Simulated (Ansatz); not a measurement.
Geometry relaxation, with input and output: TiAl₃ (part 1 of 2)

TiAl₃ (I4/mmm, 4 atoms in the cell), computed with DFT PBEsol, scalar-relativistic, plane waves, PAW, no spin polarisation (Ansatz 0.2.0).

The structure derives from a Materials Project entry. It belongs to a series of runs on one base structure; here: relaxed again under DFT PBEsol, scalar-relativistic, plane waves, PAW. Figures and captions count atoms from 1; the log counts them from 0 in places.

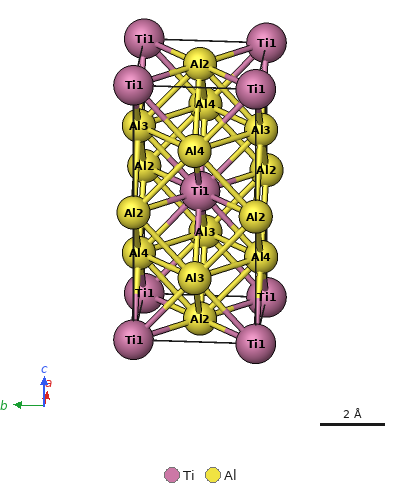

The starting structure (ball-and-stick view of the cell 2 times as large as that of the calculation, set on its symmetry axes, seen at an oblique angle; atoms are numbered from 1 in the order of the input). An atom can appear more than once, as a periodic image.

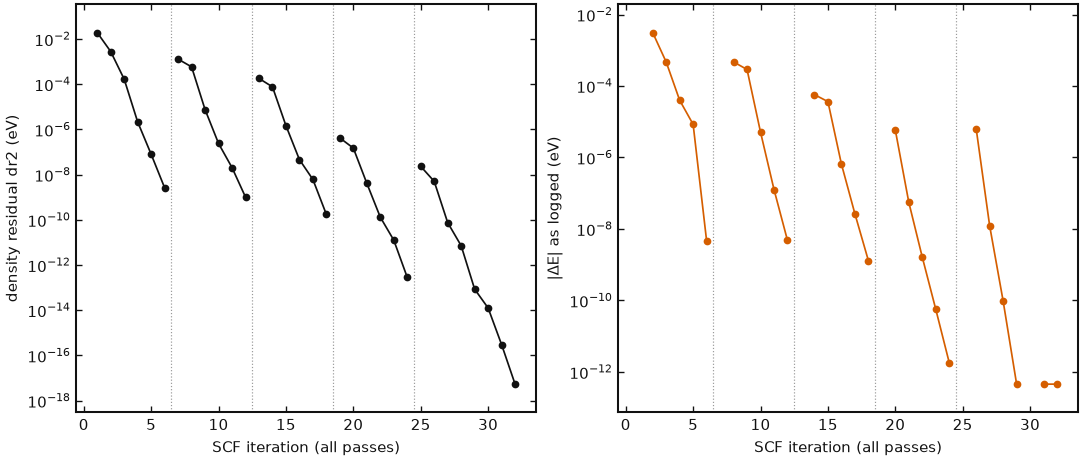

Convergence of the self-consistent field: density residual dr2 and size of the energy change against the SCF iteration. The dotted lines part the SCF passes of the relaxation: geometry steps, rejected trials and re-solves on a re-selected basis. The 5 passes take 6 to 8 iterations each, 32 in all.

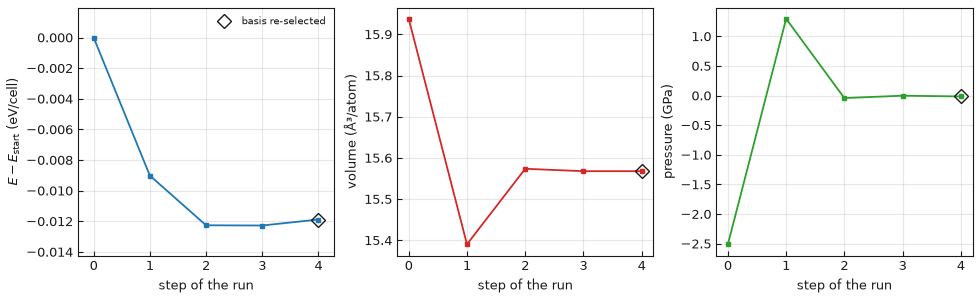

Progress of the relaxation, step by step (the first geometry is step 0 here and step 1 in the log).

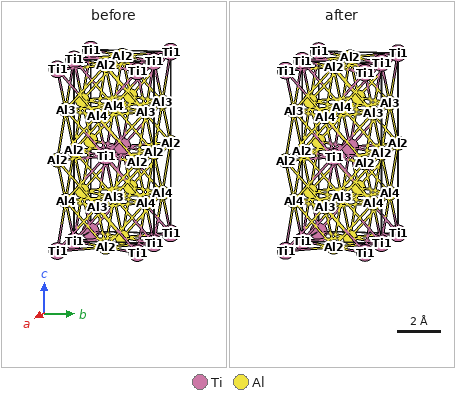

Before (left) and after (right) the relaxation, at one scale (ball-and-stick view of the cell 2 times as large as that of the calculation, set on its symmetry axes, repeated 2 × 1 × 1, seen slightly off an axis). No atom moves by more than 0.005 Å relative to the cell. The drawn cell changes as follows: a = b 3.845 → 3.816 Å (−0.8 %), c 8.623 → 8.554 Å (−0.8 %); the volume changes by −2.3 %. Distances before and after: Al2–Al3 2.889 → 2.866 Å, Ti1–Al3 2.889 → 2.866 Å, Ti1–Al2 2.719 → 2.698 Å, Al3–Al4 2.719 → 2.698 Å. The space group stays I4/mmm (No. 139). Over 3 geometry steps the energy falls by 12.3 meV per cell of the calculation. All forces vanish by symmetry, so only the cell relaxes. Pressure: −2.51 GPa at the start and −0.01 GPa at the end. A last SCF at the same geometry on a re-selected plane-wave basis shifts the energy by +0.4 meV per cell of the calculation. (Atoms are counted from 1 in the order of the input.)

The input that produced these results follows, with the program's output.

## Input
```yaml
crystal:
  lattice:
    - [-1.9226734295, 1.9226734295, 4.3114047958]
    - [1.9226734295, -1.9226734295, 4.3114047958]
    - [1.9226734295, 1.9226734295, -4.3114047958]
  atoms:
    - { symbol: Ti, position: [0.0, 0.0, 0.0] }
    - { symbol: Al, position: [0.5, 0.5, 0.0] }
    - { symbol: Al, position: [0.75, 0.25, 0.5] }
    - { symbol: Al, position: [0.25, 0.75, 0.5] }
basis:
  ecutwfc: 420
kpoints:
  mp_grid: { grid: [16, 16, 16] }
hamiltonian:
  xc: pbesol
scf:
  occupations: { method: gaussian, width: 0.1 }
output:
  forces: true
  stress: true
  eigenvalues: true
relax:
  adjacent_minimum: "off"
  f_tol: 0.005
  max_steps: 50
  cell: { stress_tol: 0.05 }
```

Command:
```bash
ansatz run input.yaml --threads 1 --pin off --max-ram 2560MiB --backend cpu --events-out ev --progress --plain --runs-dir out
```

## What the program printed
```
Engine: ansatz 0.2.0, aarch64-unknown-linux-gnu
Pseudopotentials: kind: paw
Pseudopotential: Ti, paw, valence charge 12, recommended cutoff 420 eV (normal), Ti.paw.azcp
Pseudopotential: Al, paw, valence charge 3, recommended cutoff 420 eV (normal), Al.paw.azcp
Functional definition: PBEsol
  exchange = pbesol_x
  correlation = pbesol_c
Crystal: 4 atoms, lattice volume = 63.751 Å³
Basis set: ecut = 420 eV, 1299 PW (Γ), exchange–correlation on 72×72×72 points (8 copies of the dense FFT grid, shifted against one another)
Bands: 15, of which v1, the nominal top of the filled ones, is band 11 counted from 1 (10 counted from 0)
Symmetry: 16 space group operations
Space group: I4/mmm (ITA 139), of the structure as read, at distance tolerance 4.0e-5 Å
k-points: 349 of 4096
Non-local potential: Ti, projectors of the file, l = 0: 3, l = 1: 2, l = 2: 3, l = 3: 1
Non-local potential: Al, projectors of the file, l = 0: 2, l = 1: 2, l = 2: 1
PAW form: soft (Blöchl's): semilocal exchange-correlation on the pseudo side does not see the compensation charge
PAW frozen core: Ti, regenerated for the run's functional, and the local potential with it (the file was generated under x = pbe(κ = 0.804, μ = 0.2195149727645171), c = pbe(β = 0.06672455060314922))
PAW frozen core: Al, regenerated for the run's functional, and the local potential with it (the file was generated under x = pbe(κ = 0.804, μ = 0.2195149727645171), c = pbe(β = 0.06672455060314922))
PAW one-centre angular grid: Ti, 590 points (default); XC on 64 Gauss nodes
PAW one-centre angular grid: Al, 110 points (default); XC on 64 Gauss nodes
Initial density: superposition of atomic densities (neutral atoms: chi_scale 0, normalization atom), corrected by the library's trained network
Initial wavefunctions: pseudopotential atomic-orbital guess
Functional: x = pbesol(κ = 0.804, μ = 0.12345679012345678), c = pbesol(β = 0.046)
SCF iter   1: F=—  HF=-4049.154385 eV  |F-HF|=—  |Δ(HF+E_count)|=         —  Δρ=5.24e-3  dr2=1.94e-2  ethr=1.77e-3  ⟨swp⟩=5.4  Hψ=30281  notcnv=0
preconditioner: auto → Kerker (q_TF=auto, 2.267 Å⁻¹)  [metal: Δε(μ)=0.011 eV  Ē_g=5.491 eV  σ=0.100 eV  W_gap=0.06  n_scr=10 (ndim 8)  ℏωp=16.8 eV  f_vac=0.000  D(μ)=1.72/eV (n_scr^D=10)]
SCF iter   2: F=—  HF=-4049.151261 eV  |F-HF|=—  |Δ(HF+E_count)|=   3.12e-3  Δρ=2.05e-3  dr2=2.81e-3  ethr=9.23e-5  ⟨swp⟩=2.0  Hψ=9004  notcnv=0  defer=5
SCF iter   3: F=—  HF=-4049.150791 eV  |F-HF|=—  |Δ(HF+E_count)|=   4.70e-4  Δρ=4.62e-4  dr2=1.68e-4  ethr=1.34e-5  ⟨swp⟩=2.1  Hψ=6326  notcnv=0  defer=5
SCF iter   4: F=—  HF=-4049.150751 eV  |F-HF|=—  |Δ(HF+E_count)|=   4.00e-5  Δρ=5.00e-5  dr2=2.16e-6  ethr=8.00e-7  ⟨swp⟩=2.5  Hψ=7190  notcnv=0  defer=5
SCF iter   5: F=—  HF=-4049.150760 eV  |F-HF|=—  |Δ(HF+E_count)|=   8.44e-6  Δρ=1.21e-5  dr2=8.02e-8  ethr=1.03e-8  ⟨swp⟩=2.4  Hψ=7373  notcnv=0  defer=5
SCF iter   6: F=-4049.150760 eV  HF=-4049.150760 eV  |F-HF|=1.20e-9  |Δ(HF+E_count)|=   4.65e-9  Δρ=2.11e-6  dr2=2.63e-9  ethr=3.82e-10  ⟨swp⟩=2.7  Hψ=18986  notcnv=0
the search or the solves at the SCF's close seem to have found levels that the self-consistency loop had missed (the run counts 2). By its estimate they hold under 1e-12 electrons; where the run keeps them, the occupations were computed again with them
SCF 1 converged in 6 iterations: F = -4049.150760 eV  dr2 = 2.63e-9
  greatest PAW one-centre occupation: 0.999 electrons in one spin orbital (limit 2), on the Ti atom at site 0 (counted from 0), in its partial waves of l = 0
relax step   1: F+E_penalty+E_count = -4049.15075971 eV  Δ(F+E_penalty+E_count) = +0.000e0 eV  max|allowed force component| = 3.469e-18 eV/Å  Δτ_max = 0.0000 Å  P = -2.510 GPa  Ω = 63.751 Å³  (6 SCF iters, dr2 threshold 1.00e-7 eV, accepted)
Crystal: 4 atoms, lattice volume = 61.561 Å³
Basis set: ecut = 420 eV, 1203 PW (Γ), exchange–correlation on 72×72×72 points (8 copies of the dense FFT grid, shifted against one another)
Initial density: handed on by an earlier stage of this run
Initial wavefunctions: those handed on with the density
iter 1 solved again at ethr=5.27e-6 eV; its pass at ethr=3.10e-3 eV (dr2=1.11e-3 eV) is discarded
SCF iter   1: F=—  HF=-4049.160530 eV  |F-HF|=—  |Δ(HF+E_count)|=         —  Δρ=1.13e-3  dr2=1.30e-3  ethr=5.27e-6  ⟨swp⟩=1.0  Hψ=33200  notcnv=0
preconditioner: auto → Kerker (q_TF=auto, 2.281 Å⁻¹)  [metal: Δε(μ)=0.006 eV  Ē_g=5.596 eV  σ=0.100 eV  W_gap=0.03  n_scr=10 (ndim 8)  ℏωp=17.1 eV  f_vac=0.000  D(μ)=1.72/eV (n_scr^D=10)]
SCF iter   2: F=—  HF=-4049.160059 eV  |F-HF|=—  |Δ(HF+E_count)|=   4.72e-4  Δρ=7.46e-4  dr2=5.91e-4  ethr=5.27e-6  ⟨swp⟩=1.0  Hψ=5235  notcnv=0
SCF iter   3: F=—  HF=-4049.159768 eV  |F-HF|=—  |Δ(HF+E_count)|=   2.90e-4  Δρ=1.06e-4  dr2=7.60e-6  ethr=2.82e-6  ⟨swp⟩=2.4  Hψ=7463  notcnv=0
SCF iter   4: F=—  HF=-4049.159773 eV  |F-HF|=—  |Δ(HF+E_count)|=   5.11e-6  Δρ=2.13e-5  dr2=2.41e-7  ethr=3.62e-8  ⟨swp⟩=2.7  Hψ=8245  notcnv=0
iter 5 did not close the SCF: its close was put off for the readings that it lacked (scf_convergence_deferred on its scf_iter line)
SCF iter   5: F=-4049.159773 eV  HF=-4049.159773 eV  |F-HF|=1.95e-8  |Δ(HF+E_count)|=   1.27e-7  Δρ=4.99e-6  dr2=2.06e-8  ethr=1.15e-9  ⟨swp⟩=2.1  Hψ=8944  notcnv=0
SCF iter   6: F=-4049.159773 eV  HF=-4049.159773 eV  |F-HF|=7.89e-10  |Δ(HF+E_count)|=   4.79e-9  Δρ=1.32e-6  dr2=1.02e-9  ethr=9.79e-11  ⟨swp⟩=1.3  Hψ=15584  notcnv=0
SCF 2 converged in 6 iterations: F = -4049.159773 eV  dr2 = 1.02e-9
relax step   2: F+E_penalty+E_count = -4049.15977308 eV  Δ(F+E_penalty+E_count) = -9.013e-3 eV  max|allowed force component| = 1.128e-17 eV/Å  Δτ_max = 0.0000 Å  P = +1.297 GPa  Ω = 61.561 Å³  energy of the carried Pulay correction = +6.667e-4 eV  (6 SCF iters, dr2 threshold 4.00e-7 eV, accepted)
Crystal: 4 atoms, lattice volume = 62.295 Å³
iter 1 solved again at ethr=8.55e-7 eV; its pass at ethr=3.10e-3 eV (dr2=1.79e-4 eV) is discarded
SCF iter   1: F=—  HF=-4049.163114 eV  |F-HF|=—  |Δ(HF+E_count)|=         —  Δρ=4.91e-4  dr2=1.82e-4  ethr=8.55e-7  ⟨swp⟩=2.0  Hψ=33159  notcnv=0
preconditioner: auto → Kerker (q_TF=auto, 2.276 Å⁻¹)  [metal: Δε(μ)=0.010 eV  Ē_g=5.554 eV  σ=0.100 eV  W_gap=0.06  n_scr=10 (ndim 8)  ℏωp=17.0 eV  f_vac=0.000  D(μ)=1.71/eV (n_scr^D=10)]
SCF iter   2: F=—  HF=-4049.163057 eV  |F-HF|=—  |Δ(HF+E_count)|=   5.74e-5  Δρ=3.05e-4  dr2=7.71e-5  ethr=8.55e-7  ⟨swp⟩=1.0  Hψ=5235  notcnv=0
SCF iter   3: F=—  HF=-4049.163020 eV  |F-HF|=—  |Δ(HF+E_count)|=   3.66e-5  Δρ=4.60e-5  dr2=1.48e-6  ethr=3.67e-7  ⟨swp⟩=2.5  Hψ=7562  notcnv=0
iter 4 did not close the SCF: its close was put off for the readings that it lacked (scf_convergence_deferred on its scf_iter line)
SCF iter   4: F=-4049.163019 eV  HF=-4049.163019 eV  |F-HF|=3.58e-8  |Δ(HF+E_count)|=   6.58e-7  Δρ=9.61e-6  dr2=4.65e-8  ethr=7.04e-9  ⟨swp⟩=2.8  Hψ=8681  notcnv=0
iter 5 did not close the SCF: its close was put off for the readings that it lacked (scf_convergence_deferred on its scf_iter line)
SCF iter   5: F=-4049.163019 eV  HF=-4049.163019 eV  |F-HF|=5.41e-9  |Δ(HF+E_count)|=   2.67e-8  Δρ=2.69e-6  dr2=6.14e-9  ethr=2.21e-10  ⟨swp⟩=2.8  Hψ=8887  notcnv=0
SCF iter   6: F=-4049.163019 eV  HF=-4049.163019 eV  |F-HF|=1.35e-10  |Δ(HF+E_count)|=   1.31e-9  Δρ=5.83e-7  dr2=1.74e-10  ethr=2.93e-11  ⟨swp⟩=1.1  Hψ=13498  notcnv=0
SCF 3 converged in 6 iterations: F = -4049.163019 eV  dr2 = 1.74e-10
relax step   3: F+E_penalty+E_count = -4049.16301945 eV  Δ(F+E_penalty+E_count) = -3.246e-3 eV  max|allowed force component| = 2.082e-17 eV/Å  Δτ_max = 0.0000 Å  P = -0.042 GPa  Ω = 62.295 Å³  energy of the carried Pulay correction = +4.407e-4 eV  (6 SCF iters, dr2 threshold 4.00e-7 eV, accepted)
Crystal: 4 atoms, lattice volume = 62.271 Å³
iter 1 solved again at ethr=1.54e-9 eV; its pass at ethr=3.10e-3 eV (dr2=3.24e-7 eV) is discarded
```
